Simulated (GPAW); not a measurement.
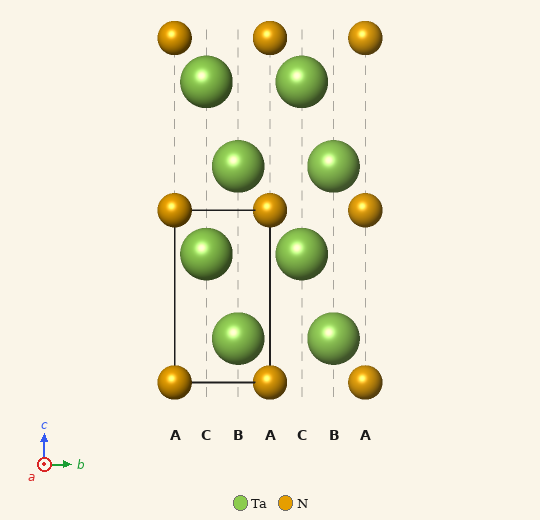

The picture looks along a close-packed row of the hexagonal mesh; c points upwards. The dashed lines mark the three columns A (0, 0), B (1/3, 2/3) and C (2/3, 1/3). The sequence starts with the first layer at or above the cell's origin.

Ta2N. Coordinates: a cell listed in the Materials Project, as set up for an electronic-structure calculation.

**Give the sequence of layers in one repeat, with element and column.**

N(A) – Ta(B) – Ta(C) (three layers in 4.87 Å).
